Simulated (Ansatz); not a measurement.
# Run report: Cu₈O₉, molecular dynamics (part 1 of 5)

System: Cu₈O₉ (defect cell, 17 atoms in the cell).
Method: DFT PBEsol, scalar-relativistic, plane waves, PAW, PAW set soft_1, spin-polarised (Ansatz 0.2.0).

The structure derives from an entry of the Crystallography Open Database. It belongs to a series of runs on one base structure; here: dynamics from the start. Figures and captions count atoms from 1; the log counts them from 0 in places.

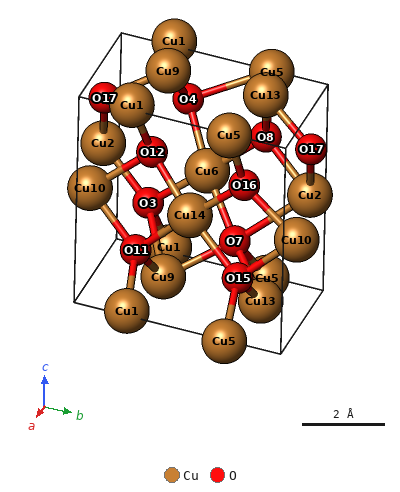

The input geometry (ball-and-stick view of the cell of the calculation, seen slightly off an axis; atoms are numbered from 1 in the order of the input). An atom can appear more than once, as a periodic image.

Input file:
```yaml
accuracy: low
crystal:
  lattice:
    - [4.6837, -3.4226, 0.0]
    - [4.6837, 3.4226, 0.0]
    - [-0.850027, 0.0, 5.057869]
  atoms:
    - { symbol: Cu, position: [-0.03786834, 0.24785944, 0.0096378] }
    - { symbol: Cu, position: [0.24740276, -0.02564988, 0.53421316] }
    - { symbol: O, position: [0.21791101, 0.19124448, 0.29047375] }
    - { symbol: O, position: [0.14871962, 0.35868369, 0.81604241] }
    - { symbol: Cu, position: [0.0112925, 0.72976658, -0.00161385] }
    - { symbol: Cu, position: [0.23126887, 0.47436349, 0.52119319] }
    - { symbol: O, position: [0.30914687, 0.63030995, 0.24268976] }
    - { symbol: O, position: [0.23446252, 0.75314724, 0.75754081] }
    - { symbol: Cu, position: [0.43561257, 0.31555137, 0.03057818] }
    - { symbol: Cu, position: [0.76221402, 0.0168998, 0.4863951] }
    - { symbol: O, position: [0.7359293, 0.23832601, 0.23303132] }
    - { symbol: O, position: [0.72441186, 0.30337449, 0.72221683] }
    - { symbol: Cu, position: [0.46762979, 0.79346343, 0.04227449] }
    - { symbol: Cu, position: [0.76892663, 0.50216668, 0.47822185] }
    - { symbol: O, position: [0.77645085, 0.73988651, 0.23525293] }
    - { symbol: O, position: [0.79645759, 0.76535344, 0.69937617] }
    - { symbol: O, position: [0.4939783, 0.02267619, 0.84417309] }
magnetization:
  spin_polarized: true
basis:
  ecutwfc: 420.0
kpoints:
  mp_grid: { grid: [2, 2, 2] }
hamiltonian:
  xc: pbesol
  pseudopotentials: { kind: paw, azcp: { folder: soft_1 } }
scf:
  occupations: { method: fermi_dirac, width: 0.02 }
  lower_state_search: "off"
md:
  timestep: 1
  n_steps: 60
  ensemble: nvt_langevin
  temperature: 840.0
  initial_velocities: maxwell_boltzmann
  seed: 663175
  friction: 0.005
```

Hardware: 2 threads of Arm Neoverse V2, 24 GiB of memory available, shared host.

Run as:
```bash
ansatz run input.yaml --threads 2 --pin off --max-ram 5120MiB --backend cpu --events-out ev --progress --plain --runs-dir out
```

What the program printed:
```
Warning: md: disabling space-group detection — thermal motion breaks the input geometry's symmetry, so no spatial operation reduces the k-mesh or symmetrises the density; time reversal is kept, so that k and −k are solved as one point where they differ and the mesh holds both, and exact exchange and, on two spinor components, a DFT+U term hold to it where the run has them: on two components no moment then forms, and a state that bears one, which a typed moment (crystal.atoms[].spin; refused beside efield: under a hybrid functional) reaches, can lie lower, under hf by electronvolts; crystal.symmetry.detect: false (a key that needs symmetry detection or time reversal refuses this as the deck is read) with time_reversal: false beside it drops time reversal too
Warning: [file] the record states the generating functional pbe (its physics header spells it `PBE`), which answers neither for hamiltonian.xc's functional nor for the pbesol family's — results may be inconsistent (PPs are generated against a specific XC)
Warning: [file] the record states the generating functional pbe (its physics header spells it `PBE`), which answers neither for hamiltonian.xc's functional nor for the pbesol family's — results may be inconsistent (PPs are generated against a specific XC)
Engine: ansatz 0.2.0, aarch64-unknown-linux-gnu
Pseudopotentials: kind: paw
Pseudopotential: Cu, paw, valence charge 19, recommended cutoff 420 eV (normal), [file]
Pseudopotential: O, paw, valence charge 6, recommended cutoff 420 eV (normal), [file]
Functional definition: PBEsol
  exchange = pbesol_x
  correlation = pbesol_c
Crystal: 17 atoms, lattice volume = 162.160 Å³
Basis set: ecut = 420 eV, 3181 PW (Γ), exchange–correlation on 80×80×72 points (8 copies of the dense FFT grid, shifted against one another)
Bands: 124, of which v1, the nominal top of the filled ones, is band 103 counted from 1 (102 counted from 0)
Symmetry: 1 space group operations
k-points: 8
Non-local potential: Cu, projectors of the file, l = 0: 3, l = 1: 2, l = 2: 3, l = 3: 1
Non-local potential: O, projectors of the file, l = 0: 2, l = 1: 2, l = 2: 1
PAW form: soft (Blöchl's): semilocal exchange-correlation on the pseudo side does not see the compensation charge
PAW frozen core: Cu, regenerated for the run's functional, and the local potential with it (the file was generated under x = pbe(κ = 0.804, μ = 0.2195149727645171), c = pbe(β = 0.06672455060314922))
PAW frozen core: O, regenerated for the run's functional, and the local potential with it (the file was generated under x = pbe(κ = 0.804, μ = 0.2195149727645171), c = pbe(β = 0.06672455060314922))
PAW one-centre angular grid: Cu, 590 points (default); XC on 64 Gauss nodes
PAW one-centre angular grid: O, 110 points (default); XC on 64 Gauss nodes
Initial density: superposition of atomic densities (chi_scale 0.1, normalization cell, long waves kept (reshape's long-wave potential 0.12 eV rms))
Initial wavefunctions: pseudopotential atomic-orbital guess
Functional: x = pbesol(κ = 0.804, μ = 0.12345679012345678), c = pbesol(β = 0.046)
SCF iter   1: F=—  HF=-57741.944883 eV  |F-HF|=—  |Δ(HF+E_count)|=         —  Δρ=4.71e-2 (↑4.71e-2 ↓4.71e-2)  dr2=1.15e1  dr2_m=0.00e0  M=0.000 μB ∫|m|=0.000 μB  β_m=0.30  ethr=3.10e-3  ⟨swp⟩=4.8  Hψ=3015  notcnv=0  defer=30
preconditioner: auto → Kerker (q_TF=auto, 2.839 Å⁻¹)  [metal: Δε(μ)=0.032 eV  Ē_g=11.827 eV  σ=0.020 eV  W_gap=0.38  n_scr=70 (ndim 8)  ℏωp=34.7 eV  f_vac=0.001  D(μ)=11.31/eV (n_scr^D=124)]
spin=Collinear: Kerker preconditioning applied to the charge; magnetization (m = ρ↑ − ρ↓) channel mixes plain (no charge-response kernel on spin).
SCF iter   2: F=—  HF=-57741.675770 eV  |F-HF|=—  |Δ(HF+E_count)|=   2.69e-1  Δρ=3.54e-2 (↑3.54e-2 ↓3.54e-2)  dr2=3.24e0  dr2_m=0.00e0  M=0.000 μB ∫|m|=0.000 μB  β_m=0.32  ethr=3.10e-3  ⟨swp⟩=2.0  Hψ=1318  notcnv=0  defer=111
SCF iter   3: F=—  HF=-57742.025078 eV  |F-HF|=—  |Δ(HF+E_count)|=   3.49e-1  Δρ=3.22e-2 (↑3.22e-2 ↓3.22e-2)  dr2=4.73e0  dr2_m=0.00e0  M=0.000 μB ∫|m|=0.000 μB  β_m=0.24  ethr=1.57e-3  ⟨swp⟩=2.0  Hψ=1698  notcnv=0  defer=111
SCF iter   4: F=—  HF=-57742.178389 eV  |F-HF|=—  |Δ(HF+E_count)|=   1.53e-1  Δρ=2.13e-2 (↑2.13e-2 ↓2.13e-2)  dr2=1.85e0  dr2_m=0.00e0  M=0.000 μB ∫|m|=0.000 μB  β_m=0.13  ethr=1.57e-3  ⟨swp⟩=2.0  Hψ=1459  notcnv=0  defer=106
SCF iter   5: F=—  HF=-57736.775778 eV  |F-HF|=—  |Δ(HF+E_count)|=    5.40e0  Δρ=1.14e-1 (↑9.78e-2 ↓1.14e-1)  dr2=4.58e0  dr2_m=1.54e1  M=10.000 μB ∫|m|=10.000 μB  ethr=8.97e-4  ⟨swp⟩=2.0  Hψ=941  notcnv=0  defer=106
Mixer restart at iter 5: flushing history
SCF iter   6: F=—  HF=-57741.112374 eV  |F-HF|=—  |Δ(HF+E_count)|=         —  Δρ=5.06e-2 (↑5.06e-2 ↓3.89e-2)  dr2=1.07e0  dr2_m=2.68e0  M=5.154 μB ∫|m|=5.465 μB  β_m=0.29  ethr=8.97e-4  ⟨swp⟩=3.8  Hψ=3757  notcnv=0  defer=107
SCF iter   7: F=—  HF=-57741.343885 eV  |F-HF|=—  |Δ(HF+E_count)|=   2.32e-1  Δρ=4.10e-2 (↑4.10e-2 ↓3.74e-2)  dr2=6.14e-1  dr2_m=2.13e0  M=4.585 μB ∫|m|=4.890 μB  β_m=0.65  ethr=5.17e-4  ⟨swp⟩=2.0  Hψ=2675  notcnv=0  defer=210
SCF iter   8: F=—  HF=-57741.971125 eV  |F-HF|=—  |Δ(HF+E_count)|=   6.27e-1  Δρ=4.57e-2 (↑3.80e-2 ↓4.57e-2)  dr2=5.34e0  dr2_m=1.03e0  M=3.515 μB ∫|m|=3.811 μB  β_m=0.73  ethr=2.98e-4  ⟨swp⟩=2.0  Hψ=3492  notcnv=0  defer=210
SCF iter   9: F=—  HF=-57742.290041 eV  |F-HF|=—  |Δ(HF+E_count)|=   3.19e-1  Δρ=3.01e-2 (↑2.56e-2 ↓3.01e-2)  dr2=3.23e0  dr2_m=1.84e-1  M=1.606 μB ∫|m|=1.812 μB  β_m=0.66  ethr=2.98e-4  ⟨swp⟩=2.1  Hψ=3999  notcnv=0  defer=210
SCF iter  10: F=—  HF=-57742.351055 eV  |F-HF|=—  |Δ(HF+E_count)|=   6.10e-2  Δρ=2.87e-2 (↑2.87e-2 ↓2.84e-2)  dr2=3.69e0  dr2_m=6.74e-2  M=1.262 μB ∫|m|=1.419 μB  β_m=0.52  ethr=2.98e-4  ⟨swp⟩=2.0  Hψ=3548  notcnv=0  defer=210
SCF iter  11: F=—  HF=-57742.093110 eV  |F-HF|=—  |Δ(HF+E_count)|=   2.58e-1  Δρ=1.02e-2 (↑7.94e-3 ↓1.02e-2)  dr2=2.48e-1  dr2_m=4.94e-2  M=1.037 μB ∫|m|=1.189 μB  β_m=0.66  ethr=2.98e-4  ⟨swp⟩=2.0  Hψ=3007  notcnv=0  defer=201
SCF iter  12: F=—  HF=-57742.160411 eV  |F-HF|=—  |Δ(HF+E_count)|=   6.73e-2  Δρ=1.52e-2 (↑1.52e-2 ↓1.43e-2)  dr2=1.01e0  dr2_m=2.08e-2  M=0.788 μB ∫|m|=0.953 μB  β_m=0.52  ethr=1.20e-4  ⟨swp⟩=2.0  Hψ=3494  notcnv=0  defer=201  recentre
SCF iter  13: F=—  HF=-57742.101445 eV  |F-HF|=—  |Δ(HF+E_count)|=   5.90e-2  Δρ=7.73e-3 (↑6.72e-3 ↓7.73e-3)  dr2=1.93e-1  dr2_m=1.65e-2  M=0.617 μB ∫|m|=0.814 μB  β_m=0.50  ethr=1.20e-4  ⟨swp⟩=2.0  Hψ=3534  notcnv=0  defer=201
SCF iter  14: F=—  HF=-57742.098872 eV  |F-HF|=—  |Δ(HF+E_count)|=   2.57e-3  Δρ=5.49e-3 (↑4.21e-3 ↓5.49e-3)  dr2=8.55e-2  dr2_m=9.12e-3  M=0.397 μB ∫|m|=0.630 μB  β_m=0.51  ethr=9.39e-5  ⟨swp⟩=2.4  Hψ=2870  notcnv=0  defer=192
SCF iter  15: F=—  HF=-57742.098305 eV  |F-HF|=—  |Δ(HF+E_count)|=   5.66e-4  Δρ=4.19e-3 (↑4.19e-3 ↓2.92e-3)  dr2=4.26e-2  dr2_m=7.04e-3  M=0.313 μB ∫|m|=0.554 μB  β_m=0.58  ethr=4.15e-5  ⟨swp⟩=2.0  Hψ=2371  notcnv=0  defer=192
SCF iter  16: F=—  HF=-57742.107706 eV  |F-HF|=—  |Δ(HF+E_count)|=   9.40e-3  Δρ=5.02e-3 (↑5.02e-3 ↓5.02e-3)  dr2=1.07e-1  dr2_m=3.79e-3  M=0.199 μB ∫|m|=0.418 μB  β_m=0.48  ethr=2.07e-5  ⟨swp⟩=2.0  Hψ=3104  notcnv=0  defer=192
SCF iter  17: F=—  HF=-57742.104708 eV  |F-HF|=—  |Δ(HF+E_count)|=   3.00e-3  Δρ=3.98e-3 (↑3.20e-3 ↓3.98e-3)  dr2=5.41e-2  dr2_m=2.02e-3  M=0.128 μB ∫|m|=0.316 μB  β_m=0.39  ethr=2.07e-5  ⟨swp⟩=2.0  Hψ=3496  notcnv=0  defer=192
SCF iter  18: F=—  HF=-57742.102963 eV  |F-HF|=—  |Δ(HF+E_count)|=   1.74e-3  Δρ=3.10e-3 (↑3.10e-3 ↓2.81e-3)  dr2=3.66e-2  dr2_m=1.60e-3  M=0.131 μB ∫|m|=0.299 μB  β_m=0.31  ethr=2.07e-5  ⟨swp⟩=2.0  Hψ=2540  notcnv=0  defer=192
SCF iter  19: F=—  HF=-57742.101063 eV  |F-HF|=—  |Δ(HF+E_count)|=   1.90e-3  Δρ=1.54e-3 (↑1.54e-3 ↓1.09e-3)  dr2=3.96e-3  dr2_m=1.27e-3  M=0.108 μB ∫|m|=0.274 μB  β_m=0.48  ethr=1.77e-5  ⟨swp⟩=1.9  Hψ=1970  notcnv=0  defer=192
SCF iter  20: F=—  HF=-57742.102113 eV  |F-HF|=—  |Δ(HF+E_count)|=   1.05e-3  Δρ=1.82e-3 (↑1.31e-3 ↓1.82e-3)  dr2=1.02e-2  dr2_m=7.53e-4  M=0.080 μB ∫|m|=0.229 μB  β_m=0.44  ethr=1.92e-6  ⟨swp⟩=2.0  Hψ=3563  notcnv=0  defer=192
SCF iter  21: F=—  HF=-57742.102016 eV  |F-HF|=—  |Δ(HF+E_count)|=   9.75e-5  Δρ=8.95e-4 (↑8.95e-4 ↓8.13e-4)  dr2=2.43e-3  dr2_m=3.35e-4  M=0.065 μB ∫|m|=0.176 μB  β_m=0.45  ethr=1.92e-6  ⟨swp⟩=2.0  Hψ=3001  notcnv=0  defer=192
SCF iter  22: F=—  HF=-57742.102297 eV  |F-HF|=—  |Δ(HF+E_count)|=   2.81e-4  Δρ=1.05e-3 (↑8.37e-4 ↓1.05e-3)  dr2=3.64e-3  dr2_m=2.05e-4  M=0.030 μB ∫|m|=0.127 μB  β_m=0.39  ethr=1.18e-6  ⟨swp⟩=2.0  Hψ=2788  notcnv=0  defer=192
SCF iter  23: F=—  HF=-57742.102065 eV  |F-HF|=—  |Δ(HF+E_count)|=   2.32e-4  Δρ=6.11e-4 (↑6.11e-4 ↓4.56e-4)  dr2=7.25e-4  dr2_m=1.90e-4  M=0.025 μB ∫|m|=0.115 μB  β_m=0.48  ethr=1.18e-6  ⟨swp⟩=2.1  Hψ=2394  notcnv=0  defer=192
SCF iter  24: F=—  HF=-57742.102190 eV  |F-HF|=—  |Δ(HF+E_count)|=   1.25e-4  Δρ=7.56e-4 (↑5.95e-4 ↓7.56e-4)  dr2=1.91e-3  dr2_m=1.25e-4  M=0.023 μB ∫|m|=0.106 μB  β_m=0.44  ethr=3.52e-7  ⟨swp⟩=2.0  Hψ=2450  notcnv=0  defer=192
SCF iter  25: F=—  HF=-57742.102141 eV  |F-HF|=—  |Δ(HF+E_count)|=   4.83e-5  Δρ=4.19e-4 (↑4.19e-4 ↓2.10e-4)  dr2=2.64e-4  dr2_m=7.32e-5  M=0.016 μB ∫|m|=0.093 μB  β_m=0.53  ethr=3.52e-7  ⟨swp⟩=2.0  Hψ=2352  notcnv=0  defer=192
SCF iter  26: F=—  HF=-57742.102176 eV  |F-HF|=—  |Δ(HF+E_count)|=   3.49e-5  Δρ=4.10e-4 (↑3.27e-4 ↓4.10e-4)  dr2=4.75e-4  dr2_m=5.49e-5  M=0.013 μB ∫|m|=0.083 μB  β_m=0.50  ethr=1.28e-7  ⟨swp⟩=2.0  Hψ=3424  notcnv=0  defer=192
SCF iter  27: F=—  HF=-57742.102261 eV  |F-HF|=—  |Δ(HF+E_count)|=   8.48e-5  Δρ=6.29e-4 (↑6.29e-4 ↓5.69e-4)  dr2=1.53e-3  dr2_m=3.78e-5  M=0.011 μB ∫|m|=0.074 μB  β_m=0.10  ethr=1.28e-7  ⟨swp⟩=2.0  Hψ=3412  notcnv=0  defer=192  recentre
SCF iter  28: F=—  HF=-57742.102139 eV  |F-HF|=—  |Δ(HF+E_count)|=   1.22e-4  Δρ=2.18e-4 (↑1.58e-4 ↓2.18e-4)  dr2=3.33e-5  dr2_m=4.37e-5  M=0.012 μB ∫|m|=0.078 μB  β_m=0.25  ethr=1.28e-7  ⟨swp⟩=2.0  Hψ=3408  notcnv=0  defer=192
SCF iter  29: F=—  HF=-57742.102171 eV  |F-HF|=—  |Δ(HF+E_count)|=   3.13e-5  Δρ=1.65e-4 (↑1.65e-4 ↓1.16e-4)  dr2=2.18e-5  dr2_m=2.50e-5  M=0.004 μB ∫|m|=0.059 μB  β_m=0.40  ethr=1.62e-8  ⟨swp⟩=2.0  Hψ=3149  notcnv=0  defer=192
SCF iter  30: F=—  HF=-57742.102189 eV  |F-HF|=—  |Δ(HF+E_count)|=   1.83e-5  Δρ=2.28e-4 (↑1.33e-4 ↓2.28e-4)  dr2=1.16e-4  dr2_m=1.52e-5  M=-0.000 μB ∫|m|=0.045 μB  β_m=0.52  ethr=1.06e-8  ⟨swp⟩=2.0  Hψ=2830  notcnv=0  defer=192  recentre
Mixer restart at iter 30: flushing history
[...]
  greatest PAW one-centre occupation: 1.000 electrons in one spin orbital (limit 2), on the Cu atom at site 1 (counted from 0), in its partial waves of l = 0
md step     0: t =     0.00 fs  T =   790.6 K  F+E_penalty+E_count = -57742.10220776 eV  E_kin = 1.737254 eV  (38 SCF iters)
Initial density: handed on by an earlier stage of this run
Initial wavefunctions: those handed on with the density
preconditioner: auto → Kerker (q_TF=auto, 2.839 Å⁻¹)  [metal: Δε(μ)=0.035 eV  Ē_g=11.729 eV  σ=0.020 eV  W_gap=0.40  n_scr=70 (ndim 8)  ℏωp=34.7 eV  f_vac=0.014  D(μ)=7.43/eV (n_scr^D=70)]
spin=Collinear: Kerker preconditioning applied to the charge; magnetization (m = ρ↑ − ρ↓) channel mixes plain (no charge-response kernel on spin).
md step     1: t =     1.00 fs  T =   759.3 K  F+E_penalty+E_count = -57742.09253505 eV  E_kin = 1.668473 eV  (18 SCF iters)
[... from here on the SCF iterations and repeated set-up lines of each step are left out, up to the last step ...]
md step     2: t =     2.00 fs  T =   778.1 K  F+E_penalty+E_count = -57742.06639274 eV  E_kin = 1.709807 eV  (19 SCF iters)
md step     3: t =     3.00 fs  T =   758.6 K  F+E_penalty+E_count = -57742.02346467 eV  E_kin = 1.666878 eV  (19 SCF iters)
md step     4: t =     4.00 fs  T =   702.3 K  F+E_penalty+E_count = -57741.96535084 eV  E_kin = 1.543258 eV  (19 SCF iters)
md step     5: t =     5.00 fs  T =   661.5 K  F+E_penalty+E_count = -57741.89427736 eV  E_kin = 1.453519 eV  (17 SCF iters)
md step     6: t =     6.00 fs  T =   635.4 K  F+E_penalty+E_count = -57741.81169050 eV  E_kin = 1.396195 eV  (20 SCF iters)
md step     7: t =     7.00 fs  T =   591.8 K  F+E_penalty+E_count = -57741.72129726 eV  E_kin = 1.300438 eV  (18 SCF iters)
md step     8: t =     8.00 fs  T =   575.7 K  F+E_penalty+E_count = -57741.62685117 eV  E_kin = 1.265097 eV  (17 SCF iters)
md step     9: t =     9.00 fs  T =   550.0 K  F+E_penalty+E_count = -57741.52983217 eV  E_kin = 1.208553 eV  (17 SCF iters)
md step    10: t =    10.00 fs  T =   513.3 K  F+E_penalty+E_count = -57741.43329685 eV  E_kin = 1.127834 eV  (18 SCF iters)
md step    11: t =    11.00 fs  T =   484.8 K  F+E_penalty+E_count = -57741.34201296 eV  E_kin = 1.065357 eV  (17 SCF iters)
md step    12: t =    12.00 fs  T =   464.3 K  F+E_penalty+E_count = -57741.25965627 eV  E_kin = 1.020160 eV  (18 SCF iters)
md step    13: t =    13.00 fs  T =   437.1 K  F+E_penalty+E_count = -57741.18925626 eV  E_kin = 0.960561 eV  (17 SCF iters)
md step    14: t =    14.00 fs  T =   423.5 K  F+E_penalty+E_count = -57741.13178269 eV  E_kin = 0.930698 eV  (15 SCF iters)
md step    15: t =    15.00 fs  T =   399.2 K  F+E_penalty+E_count = -57741.08826314 eV  E_kin = 0.877255 eV  (16 SCF iters)
md step    16: t =    16.00 fs  T =   381.1 K  F+E_penalty+E_count = -57741.05571518 eV  E_kin = 0.837368 eV  (17 SCF iters)
md step    17: t =    17.00 fs  T =   369.9 K  F+E_penalty+E_count = -57741.03524550 eV  E_kin = 0.812859 eV  (16 SCF iters)
md step    18: t =    18.00 fs  T =   365.6 K  F+E_penalty+E_count = -57741.02821821 eV  E_kin = 0.803348 eV  (43 SCF iters)
md step    19: t =    19.00 fs  T =   354.9 K  F+E_penalty+E_count = -57741.02945828 eV  E_kin = 0.779820 eV  (27 SCF iters)
md step    20: t =    20.00 fs  T =   354.6 K  F+E_penalty+E_count = -57741.03968607 eV  E_kin = 0.779220 eV  (29 SCF iters)
md step    21: t =    21.00 fs  T =   326.0 K  F+E_penalty+E_count = -57741.05867209 eV  E_kin = 0.716311 eV  (57 SCF iters)
md step    22: t =    22.00 fs  T =   363.8 K  F+E_penalty+E_count = -57741.08406744 eV  E_kin = 0.799327 eV  (34 SCF iters)
md step    23: t =    23.00 fs  T =   373.5 K  F+E_penalty+E_count = -57741.11275699 eV  E_kin = 0.820788 eV  (31 SCF iters)
```
